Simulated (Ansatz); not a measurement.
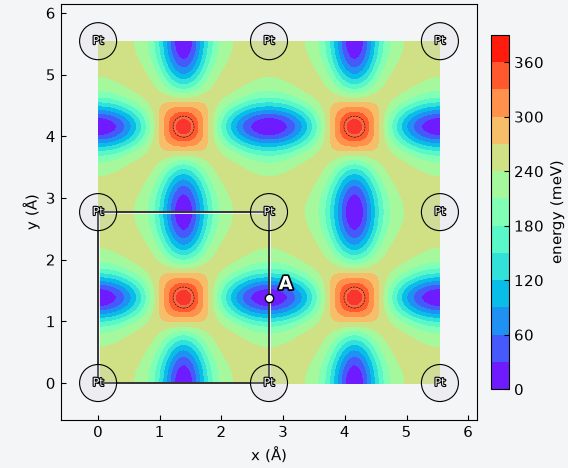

H on a Pt(100) slab cut from the Fm-3m phase, its upper half relaxed before the scan (3 atoms of substrate and one adsorbate in a 1 × 1 cell). 
- H is moved over the surface cell; relaxed at each place: the height of the adsorbate's atoms; substrate rigid; the origin of the map has the adsorbate above Pt3.
- Places are given modulo a cell vector. The map is drawn in real space over the plane of the surface.
- Grid: 6 × 6 points; 10 points were computed and 26 follow by symmetry.
- All energies are given in meV relative to the lowest grid point.
- With one adsorbate in each 1 × 1 cell, its nearest image is 2.8 Å away, so neighbouring adsorbates interact.
- These are results of Ansatz, DFT PBEsol, scalar-relativistic, plane waves, PAW, not measurements. Settings: cutoff 420 eV, k-mesh 10×10×1, gaussian smearing 0.1 eV, no spin polarisation.

Drawn: filled contours, labelled circles for the atoms of the top layer and small ones for the second layer, the outline of one cell of the 2 × 2 shown, the point A. Between grid points the surface is interpolated.

What is the easiest way out of the well at A, and how high is the barrier?

Answer. The easiest path leads from the well at a bridge site between two Pt atoms, (0/6, 3/6) of the cell vectors to a well of about the same depth at a bridge site between two Pt atoms, (3/6, 0/6) of the cell vectors. Its highest point lies about 250 meV above the bottom of the first well on the interpolated surface, at about (1.00, 0.88) of the cell vectors. This is the barrier on the constrained surface; relaxing the other coordinates would change it.

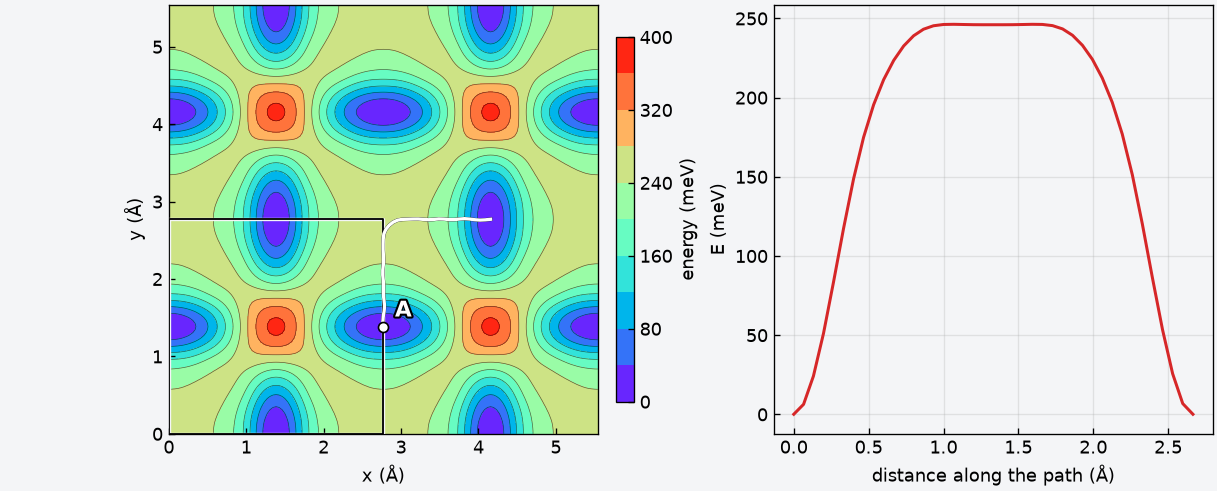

Drawn: filled contours, a line along the lowest path, the outline of one cell of the 2 × 2 shown, the energy along the path at the right. Between grid points the surface is interpolated.

PAW datasets: the set soft_1.
